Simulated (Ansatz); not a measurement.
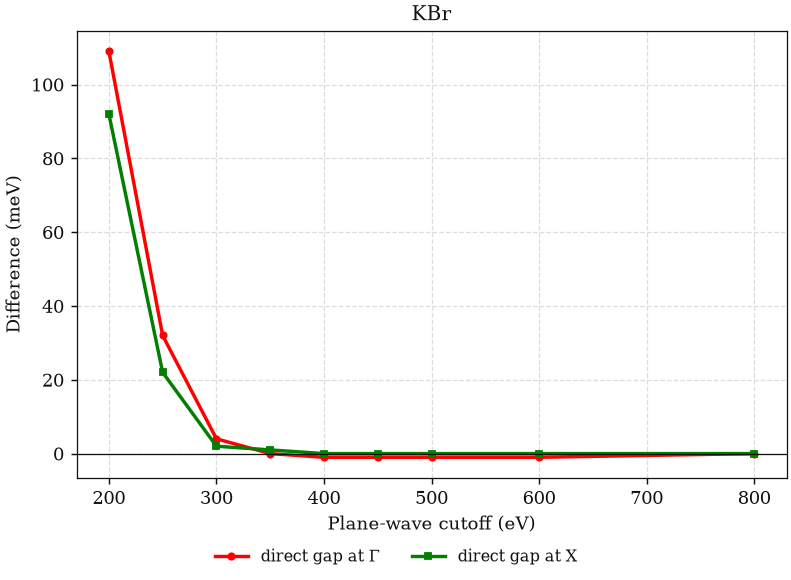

Gaps of rocksalt KBr, space group Fm-3m (No. 225), 2 atoms in the primitive cell (cubic a = 6.600 Å) as the plane-wave cutoff is raised, all else fixed. The plot shows differences from the last run. Method: r2SCAN, Ansatz PAW, spin-orbit coupling, no magnetisation, 6×6×6 k mesh, Methfessel-Paxton smearing of 0.05 eV (Ansatz).

How well are these gaps converged with the plane-wave cutoff?

The direct gap at Γ starts +109 meV from the last run and stays within 10 meV of it from 300 eV on. The direct gap at X starts +92 meV from the last run and stays within 10 meV of it from 300 eV on.

```csv
plane-wave cutoff,direct gap at Γ (eV),direct gap at X (eV)
200 eV,5.029,6.588
250 eV,4.952,6.518
300 eV,4.924,6.498
350 eV,4.920,6.497
400 eV,4.919,6.496
450 eV,4.919,6.496
500 eV,4.919,6.496
600 eV,4.919,6.496
800 eV,4.920,6.496
```

The PAW data sets were made with another functional. LDA, GGA and most meta-GGA functionals understate gaps.
